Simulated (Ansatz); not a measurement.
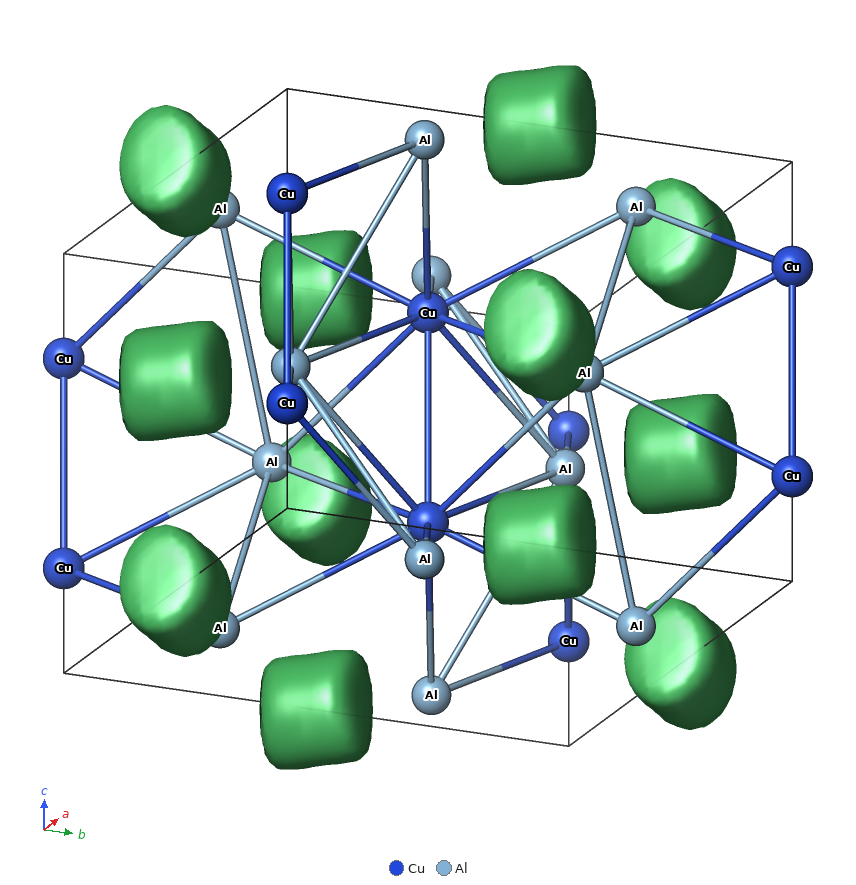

Figure 1: Al₂Cu. Isosurface of the ELF at 0.7 (green), seen at an oblique angle. Core shells and regions of very low density are left out. Sticks mark near contacts.

Space group I4/mcm; computed pressure about −6 GPa in this cell.

Theory: Kohn-Sham DFT of a periodic cell, LDA, Ansatz PAW in Ansatz 0.2.0.

Core electrons are frozen (PAW), and the valence fields are smoothed inside the atomic spheres.

**Identify the bonds, lone pairs and shells in this picture.**

The ELF exceeds this value in four regions between bonded Al–Al atoms, counted in one cell of 12 atoms. Any copies at cell faces, edges or corners count once. Along the contacts the grid gives the following. Cu–Cu (2.44 Å): the ELF is about 0.25 at the midpoint; no localised pair shows between them. Al–Cu (2.59 Å): the ELF is about 0.45 at the midpoint.

**Does the calculation make it a metal, or give it a gap?**

It is gapless in this calculation (a metal or semimetal).
